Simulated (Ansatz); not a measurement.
The structure in question:

```
Hf S
1.0
     3.65141    0.00000    0.00000
    -1.82571    3.16222    0.00000
     0.00000    0.00000    6.85734
Hf S
1 2
Direct
  0.00000 0.00000 0.00000
  0.66667 0.33333 0.78901
  0.33333 0.66667 0.21099
```

Q: Say what kind of structure these coordinates give.

A: The structure is one of HfS₂. Its lattice is primitive hexagonal, its space group P-3m1 (No. 164). Its structure type: cadmium iodide (CdI₂, 1T) type. One cell contains 1 Hf, 2 S, 3 atoms in all. Hf is surrounded by six S in an octahedral arrangement at 2.56 Å. The coordination shell of S holds three Hf in a trigonal pyramidal arrangement at 2.56 Å. Not all metal-metal contacts are counted. The bonds build HfS2 layers parallel to (001).

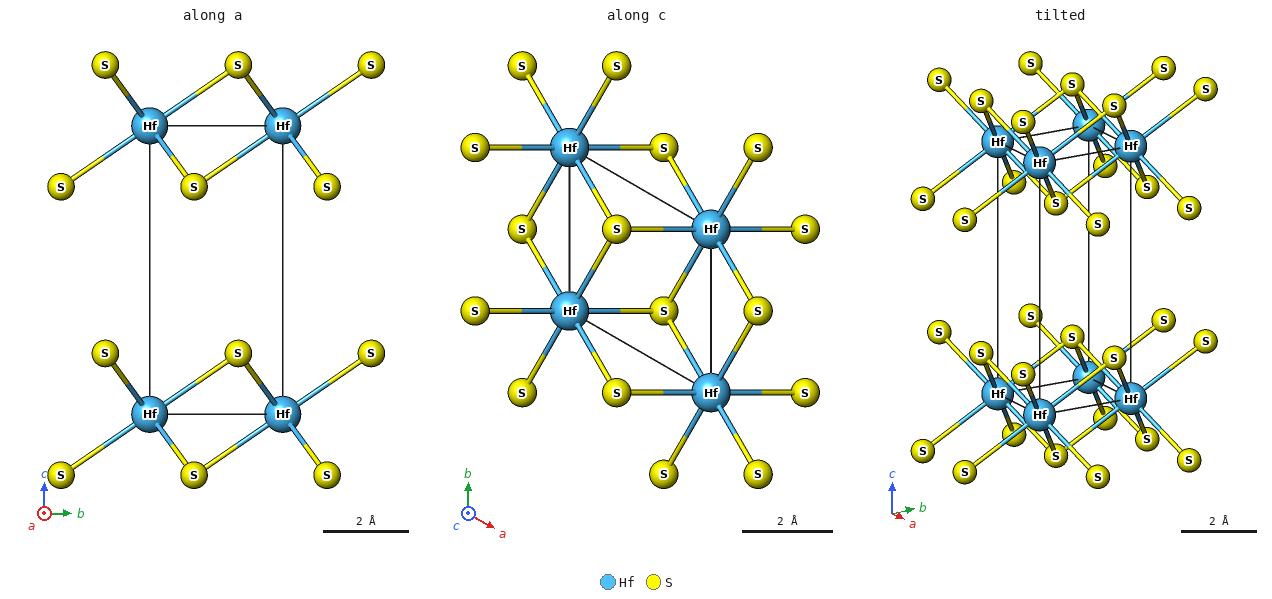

Structure drawing (ball-and-stick), viewed along the a axis, along the c axis and slightly off an axis. The wireframe shows the conventional unit cell. Some neighbours outside the box are added. Colours: hafnium blue, sulfur yellow.

The initial geometry was a structure listed in the Materials Project. Earlier steps of the study, as a rule a relaxation of our own, may have changed the cell and positions, so they can lie some per cent off the listed ones. A calculation with Ansatz used it as input.
